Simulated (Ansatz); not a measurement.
SiNi

```
Si Ni
1.0
     2.64340    0.00000    0.00000
     0.00000    2.64340    0.00000
     0.00000    0.00000    3.25874
Si Ni
1 1
Cartesian
  0.0000 0.0000 0.0000
  1.3217 1.3217 1.6294
```

Space group P4/mmm; a structure generated by program, which may or may not match a known phase; computed without spin polarisation.

All numbers below come from DFT PBE, scalar-relativistic, plane waves, PAW in Ansatz 0.2.0.

### What will maps of the valence pseudo-density and electron localisation function show?

Si–Ni (2.48 Å): the density is about 0.36 e/Å³ at the midpoint; the ELF peaks at about 0.65 in the valence shell of Si, 0.9 Å from its nucleus, and is about 0.45 at the midpoint.

### Metal or insulator at this level of theory?

It is metallic or semimetallic at this level of theory: no gap opens.

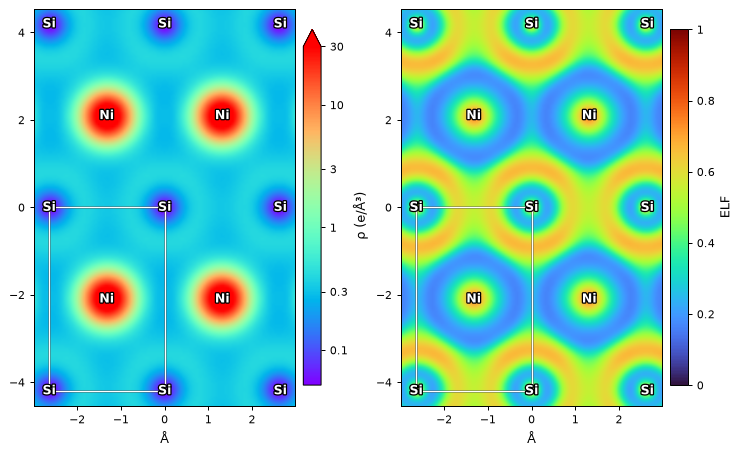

Computed valence pseudo-density and electron localisation function on the (011̄) plane of the conventional cell, in this order. 

The density is the valence pseudo-density of a PAW calculation; it isn't the true density close to the nuclei.
